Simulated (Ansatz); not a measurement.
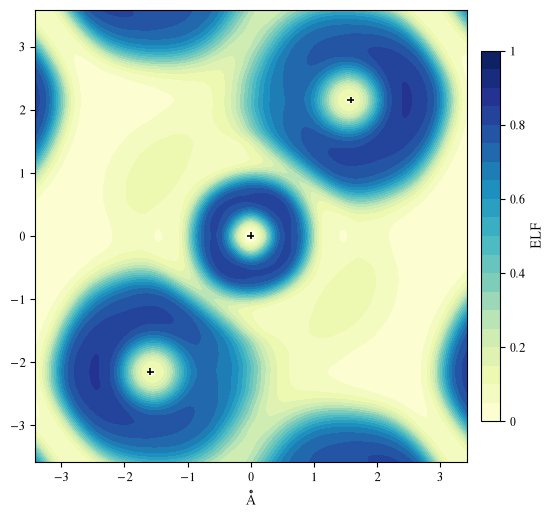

The ELF on a plane through atoms (crosses mark nuclei in the plane).

All numbers below come from DFT PBEsol, scalar-relativistic, plane waves, PAW in Ansatz 0.2.0.

Candidates:
A. MnAs, a = 3.58 Å, b = 3.58 Å, c = 5.33 Å, α = 90.00°, β = 90.00°, γ = 120.00°. Space group P6₃/mmc; a generated structure, not necessarily the stable one; spin-polarised.
B. ZrSe2, a = 3.73 Å, b = 6.14 Å, c = 6.46 Å, α = 90.00°, β = 90.00°, γ = 90.00°. Space group P-3m1.
C. WSe2, a = 3.28 Å, b = 3.28 Å, c = 12.79 Å, α = 90.00°, β = 90.00°, γ = 120.00°. Space group P6₃/mmc; a structure from a database of computed crystals, not necessarily the ambient phase.

Q: Which system is this?

A: Candidate B: ZrSe2 on the (100) plane of the calculation cell, which holds Zr and Se. Zr–Se (2.68 Å): the ELF is about 0.45 at the midpoint.
